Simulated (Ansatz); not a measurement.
# Mg/AlN/Mg: predicting the conductance of a thicker barrier

**Method.** Ansatz 0.2.0, plane waves with PAW datasets, PBE. Interfaces are relaxed in a short slab (with D3(BJ) where the barrier is layered), set between ideal electrode layers that go on as semi-infinite leads, and the zero-bias conductance G at 300 K comes from T(E) on a typed mesh. The error is the largest of the program's estimates from energy step, mesh, the leads' potential steps and neutrality; its separate bound for narrow resonances between the energies solved isn't counted and can be far larger. The lower electrode is Mg (hcp 0001), the upper Mg (hcp 0001) and the barrier AlN (wurtzite 0001), on a net of side 3.16 Å; d is the distance between the electrodes' last planes.

What is known so far:

```
planes in the barrier  d (Å)  G (S/m²)  error (%)  lead step (meV)
                    4   7.43   6.67e13          9               24
                    8  12.43   2.09e12          8               24
                   12  17.44   1.03e11         13               24
```

Task: A further run has 16 planes, d = 22.44 Å. Fit G ∝ exp(−βd) to the rows shown and predict its conductance.

**Worked fit.** Take y = ln G: 31.83, 28.37 and 25.36. The means are d = 12.43 Å and y = 28.52; Σ(Δd Δy) = −32.40 and Σ(Δd)² = 50.10, so the slope is −0.647 Å⁻¹ (β = 0.647 Å⁻¹). At d = 22.44 Å, y = 28.52 − 0.647 × 10.01 = 22.05, or G = 3.76e9 S/m².

**The withheld run.** The run gave 6.54e9 S/m², with an error estimate of 17 % and a lead step of 24 meV. The prediction is 0.574 times that, too low by 43 %. Step by step the slopes are 0.69, 0.60 and 0.55 Å⁻¹, falling with thickness. How much of this is a real bend and how much error of the rows wasn't traced.

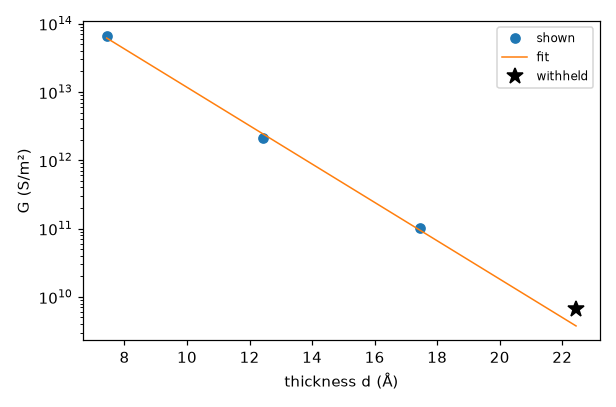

Fit and withheld run.

**Limits.** The interfaces are ideal, one cell wide, strained to a common net and relaxed from one registry with their symmetry kept. PBE's gaps are too small, so true decay constants are likely larger where the Fermi level lies deep in a gap. No spin-orbit coupling, phonons, disorder or image charges enter. The rows shown are chosen by tests on error estimates (under 100 to 120 %), lead steps (under 150 meV, though the program warns over 25), intact interfaces and, for fits, a steady trend in the rows shown; the data set holds 414 series of this kind, and not all pass.

[Logs are printed without paths, hosts, clocks, repeated set-up lines and the standing remarks that a program may print on its own settings, such as how far it seeks lower states.]
